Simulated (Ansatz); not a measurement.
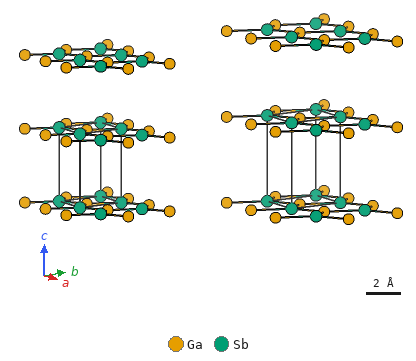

Two geometries of crystalline GaSb (a generated structure, set up in P-6m2) (coarse preliminary run), drawn at one scale. One is the start of a relaxation, the other its converged end. A ball-and-stick model of the cell of the calculation, repeated 2 × 1 × 2 with one cell outlined, seen slightly off an axis.

All numbers below come from Ansatz, DFT PBE, scalar-relativistic, plane waves, PAW. (plane-wave cutoff 420 eV; k-point mesh 6 × 6 × 4; occupations gaussian; smearing width 0.1 eV; no spin polarisation; cell and atoms relaxed; force threshold 0.04 eV/Å; at most 70 steps)

Which one is relaxed?

Answer. The right one is the relaxed one. Over 8 accepted moves (10 points after the start) the energy falls by 2.648 eV per cell of the calculation. All forces vanish by symmetry, so only the cell relaxes. Pressure: 38.61 GPa at the start and −0.13 GPa at the end. At 2 points the geometry stayed and the basis and grid were re-selected for the new cell (energy shift of 59.2 meV per cell of the calculation at most each time). The atoms keep their places relative to the cell (all moves are under 0.005 Å). The drawn cell changes as follows: a = b 3.801 → 4.479 Å (+17.8 %), c 4.465 → 5.194 Å (+16.3 %); the volume changes by +61.5 %. Near-neighbour distances that change, for instance: Ga–Sb 2.195 → 2.586 Å. The space group stays P-6m2 (No. 187).
